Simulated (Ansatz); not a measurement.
**TaC: density, localisation and related maps**

The calculation's input:

```
crystal:
  lattice:
    - [2.2377006506, 2.2377006506, 0.0]
    - [-2.2377006506, 2.2377006506, 0.0]
    - [0.0632917322, 0.0632917322, 4.4754013012]
  atoms:
    - { symbol: Ta, position: [0.0, 0.0, 0.0] }
    - { symbol: Ta, position: [0.5, 0.5, 0.5] }
    - { symbol: C, position: [0.5, 0.5, 0.0] }
    - { symbol: C, position: [0.0, 0.0, 0.5] }
basis:
  ecutwfc: 420
kpoints:
  mp_grid: { grid: [16, 16, 12] }
hamiltonian:
  xc: pbe
scf:
  occupations: { method: gaussian, width: 0.1 }
output:
  forces: true
  stress: true
  eigenvalues: true
  write_density: true
  write_potential: true
  elf: true
  volumetric_format: npy
```

Run with:

```sh
ansatz run input.yaml --threads 1 --pin off --max-ram 2560MiB --backend cpu --events-out ev --progress --plain --runs-dir out
```

Below, planes, directions and counts refer to the conventional cell (a = 5.43 Å, b = 3.16 Å, c = 3.16 Å, α = 90.00°, β = 124.49°, γ = 90.00°).

Space group C2/m; a structure from a database of computed crystals, not necessarily the ambient phase.

Theory: DFT PBE, scalar-relativistic, plane waves, PAW (Ansatz).

The density is the valence pseudo-density of a PAW calculation; it isn't the true density close to the nuclei.

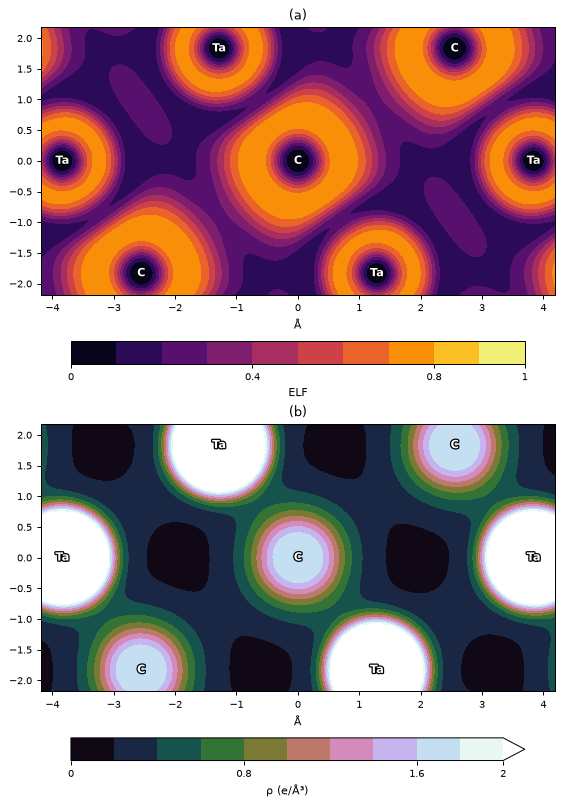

Figure 1. (a) electron localisation function; (b) valence charge density (pseudo) on the (111) plane of the conventional cell.

Question: What do the fields say about this system?

Answer:
- Atoms in the plane: Ta and C.
- Ta–C (2.24 Å): the density is about 0.56 e/Å³ at the midpoint; the ELF peaks at about 0.75 in the valence shell of C, 0.7 Å from its nucleus, and is about 0.25 at the midpoint.
- Between the atoms the lowest density in this plane is 0.15 e/Å³.
- The features right at Ta lie inside the PAW spheres, where the map follows smoothed inner orbitals and isn't to be read closely.

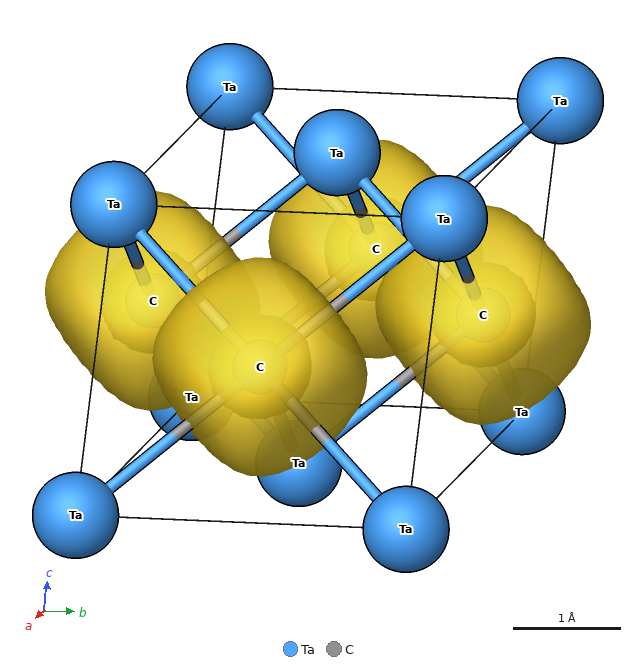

Figure 2. Isosurface of the ELF at 0.65 (yellow), seen slightly off an axis. Only the valence region is drawn (cores and ρ < 0.01 e/Å³ removed). Sticks mark near contacts.

Question: What do the ELF domains correspond to?

Answer: At this value the surface marks out two regions wrapped around C (the valence shell of each), counted in one cell of 4 atoms. Any copies at cell faces, edges or corners count once.

Question: Metal or insulator at this level of theory?

Answer: It is gapless in this calculation (a metal or semimetal).
